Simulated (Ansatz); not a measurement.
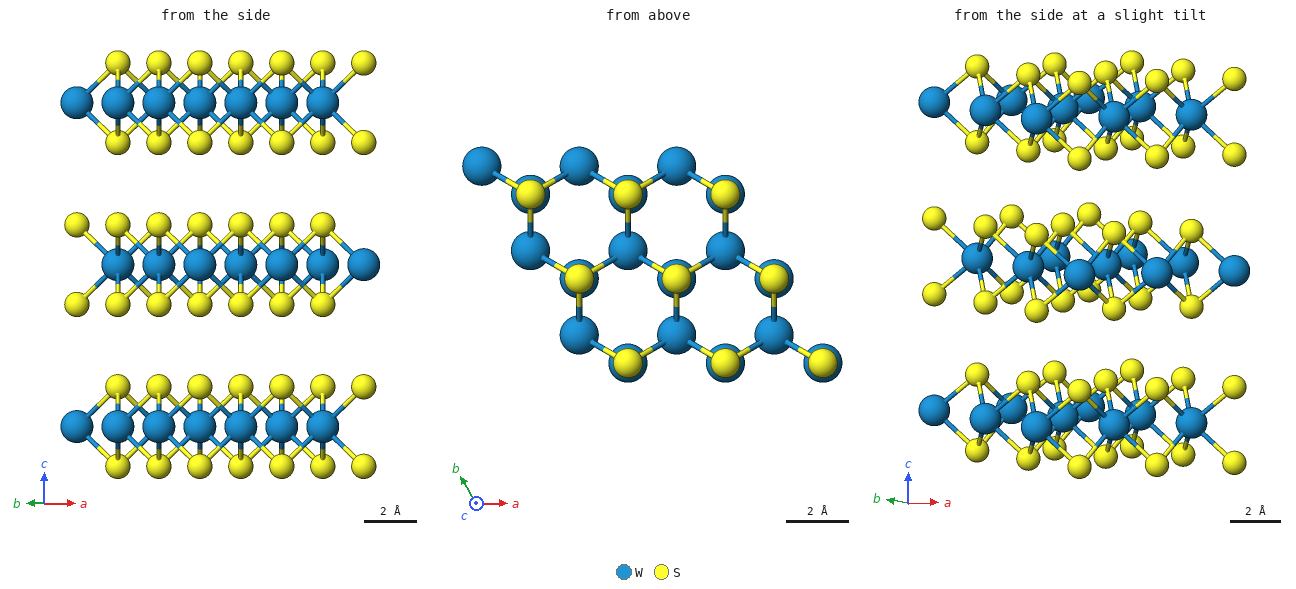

A ball-and-stick picture of a periodic slab, seen from the side, from above and from the side at a slight tilt. The surface normal points up in side views; the vacuum is left out. 3×3 cells are drawn in the plane, with atoms at the edges repeated.

The cell holds 3 W, 6 S.

> Give the termination of both faces.

The top face ends in S, the bottom face in S. The two faces are alike.

> How far does the slab extend along the normal?

About 16 Å from the lowest to the highest atom.

> Go down through the slab and list the planes.

Nine planes: S / W / S / S / W / S / S / W / S.

Provenance: a structure listed in the Materials Project. It was relaxed with Ansatz, DFT PBEsol, scalar-relativistic, plane waves, PAW under a constraint or pressure on the cell, so some stress remains.
